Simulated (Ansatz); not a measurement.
System: Nb (space group Im-3m).

Method: equation of state of a cubic crystal from periodic Kohn-Sham density functional theory without spin, third-order Birch-Murnaghan fit to the free energies; pressure corrected for the finite basis (Ansatz 0.2.0 development build).

```
                setting                   value
         structure type                     bcc
          atoms in cell                       1
     space group number                     229
       lattice centring  body-centred primitive
      occupation method             Fermi–Dirac
               datasets              soft-1 PAW
      density tolerance                1e-07 eV
                  bands                      11
   density cutoff ratio                       4
search for lower states                 default
```

Settings that differ: r2SCAN: wave cutoff 500 eV, k mesh 14×14×14, occupation width 0.1 eV; HSE06: wave cutoff 420 eV, k mesh 6×6×6, exchange singularity Wigner-Seitz, occupation width 0.1 eV; PBE: wave cutoff 420 eV, k mesh 46×46×46, occupation width 0.0612 eV.

Describe the result: the pressure against volume, with one curve for each functional. The cases: r2SCAN; HSE06; PBE.

The fitted equilibrium volumes, smallest first, are HSE06 17.49, r2SCAN 18.08, PBE 18.14 Å³/atom. The fitted bulk moduli, smallest first, are PBE 170, HSE06 170, r2SCAN 173 GPa. For r2SCAN, the pressure falls from 15.9 GPa at volume 16.68 Å³/atom to −6.8 GPa at 18.85 Å³/atom, and changes sign near 18.09 Å³/atom. For HSE06, the pressure falls from 8.9 GPa at volume 16.68 Å³/atom to −10.8 GPa at 18.86 Å³/atom, and changes sign near 17.50 Å³/atom. For PBE, the pressure falls from 11.9 GPa at volume 17.04 Å³/atom to −8.8 GPa at 19.22 Å³/atom, and changes sign near 18.14 Å³/atom.

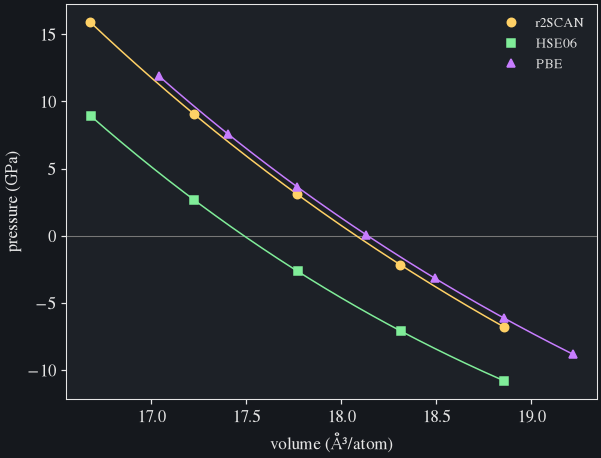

Caveats: coarse k-mesh, values are not converged in k (HSE06); modest k-mesh, values are not fully converged in k (r2SCAN).
